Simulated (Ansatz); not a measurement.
System: CdSe.

```yaml
crystal:
  lattice:
    - [-4.11859, 0.00000, 0.00000]
    - [0.00000, 0.00000, -4.49669]
    - [0.00000, -5.82456, 0.00000]
  atoms:
    - { symbol: Cd, position: [0.50000, 0.50000, 0.51056] }
    - { symbol: Cd, position: [0.00000, 0.00000, 0.01056] }
    - { symbol: Se, position: [0.50000, 0.00000, 0.73944] }
    - { symbol: Se, position: [0.00000, 0.50000, 0.23944] }
```

Space group Imm2; a structure from a database of computed crystals, not necessarily the ambient phase; changed on purpose from its base cell (band edges of the strained film's bulk); computed pressure about 2 GPa in this cell.

The calculation used Ansatz, DFT PBEsol, scalar-relativistic, plane waves, PAW.

Predict the valence pseudo-density and electron localisation function between the atoms.

Cd–Se (2.61 Å): ρ at the midpoint is about 0.4 e/Å³; the ELF is about 0.35 at the midpoint.

Metal or insulator at this level of theory?

It is gapped, with a Kohn–Sham gap of 0.36 eV on the k-point mesh (the band edges may lie off the mesh, which would make the gap smaller).

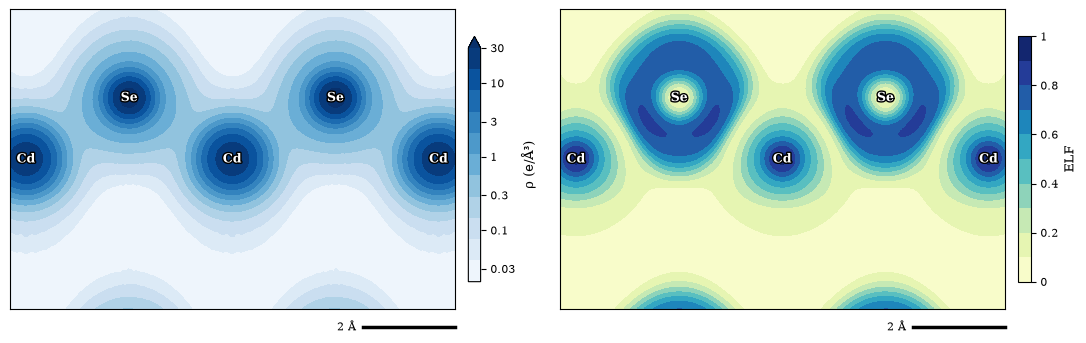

Computed valence pseudo-density and electron localisation function on the (100) plane of the conventional cell, in this order. 
